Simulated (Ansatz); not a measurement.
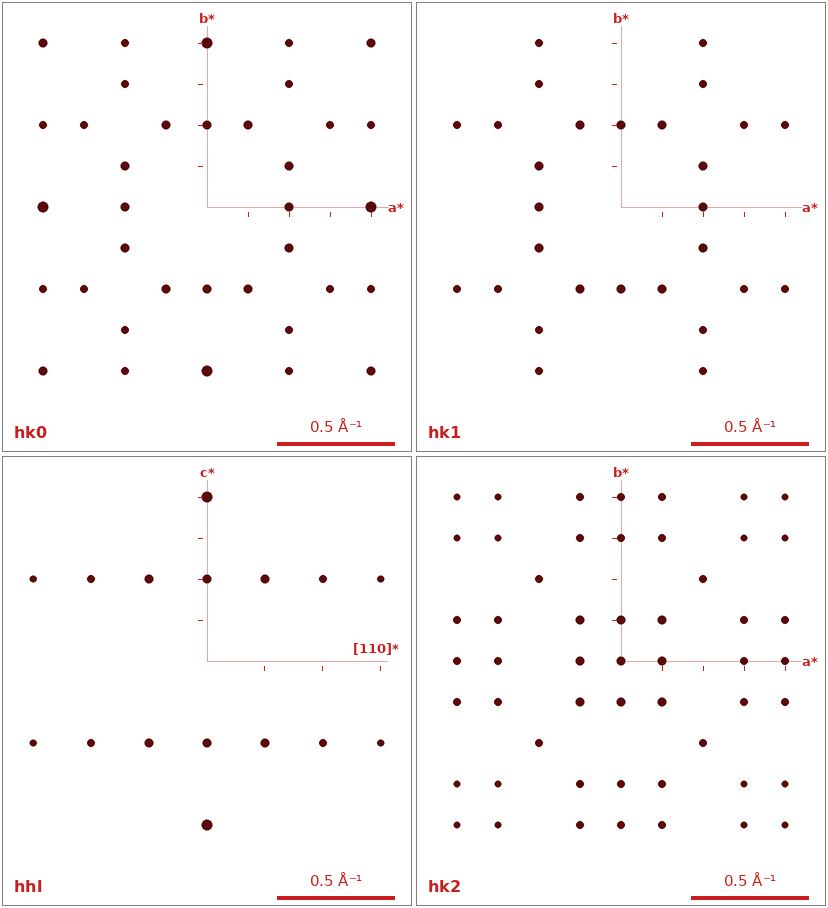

Four undistorted layers of reciprocal space, calculated for a single crystal (X-rays, kinematic |F|², B = 0.5 Å²). Tick marks count the reciprocal lattice steps of the conventional cell along each axis.

The compound is Zr. Structure: the end point of a relaxation with Ansatz 0.2.0, DFT, PBE, plane waves (420 eV) with PAW, scalar-relativistic; the starting structure was generated, so it need not be a known form of this composition.

What cell do the layers give?

a* = 0.176, b* = 0.176, c* = 0.176 Å⁻¹; the cell is cubic with a = 5.70 Å.

List the systematic absences.

Reflections are present only under these conditions. hkl: no condition; hk0: no condition; hhl: l = 2n; h00: h = 2n. The lattice is primitive (P). Further gaps, such as 0 4 1, 4 0 1, 1 4 0, come from atoms on special positions, not from the group's general conditions. A few very weak reflections are below the display threshold.

Which space groups fit?

The intensities have Laue symmetry m-3m (the hk0 layer shows 4mm, hk1 shows 4mm). With these conditions the candidates are P-43n (No. 218), Pm-3n (No. 223). Diffraction geometry alone does not choose among them; the structure has Pm-3n.
